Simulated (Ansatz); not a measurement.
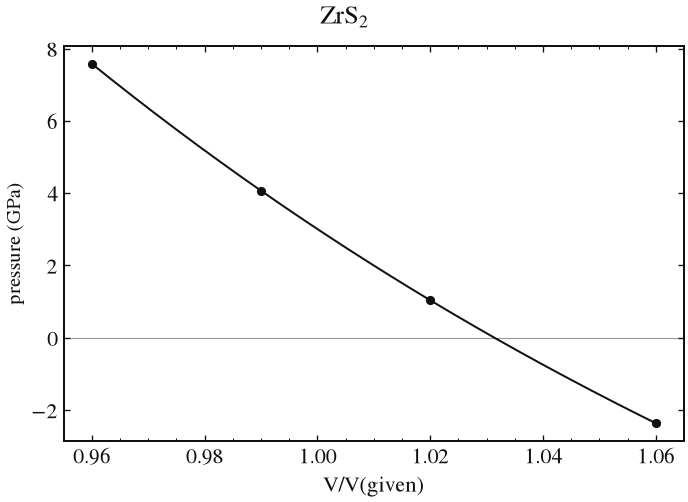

The plot gives the computed pressure against V/V(given) for ZrS₂, space group P-3m1 (No. 164).

The given structure:
```
Zr S
1.0
     3.63000    0.00000    0.00000
    -1.81500    3.14370    0.00000
     0.00000    0.00000    5.85000
Zr S
1 2
Direct
  0.00000 0.00000 0.00000
  0.33333 0.66667 0.24920
  0.66667 0.33333 0.75080
```

Computed with Ansatz 0.2.0: periodic Kohn-Sham DFT of a crystal at fixed atoms, scaled to the stated factor times the given cell; pressure positive in compression. Level: PBE.

| setting | value |
| --- | --- |
| method | frozen-core PAW |
| relativity | scalar |
| k mesh | 10×10×5 |
| occupations | Fermi–Dirac |
| smearing width | 0.01 eV |
| wave cutoff | 420 eV |
| PAW set | soft_2 |

V(given) is 22.25 Å³/atom.

From this curve and the settings, what does the calculation give for the largest field gradient Vzz at the same points?

The largest field gradient Vzz rises from −1.600 1e21 V/m² at V/V(given) 0.96 to −1.002 1e21 V/m² at 1.06.

| V/V(given) | largest field gradient Vzz (1e21 V/m²) |
| --- | --- |
| 0.96 | −1.600 |
| 0.99 | −1.404 |
| 1.02 | −1.222 |
| 1.06 | −1.002 |

Caveats: shape and atomic fractions are frozen while scaling, which makes layered, chain and framework solids too stiff.
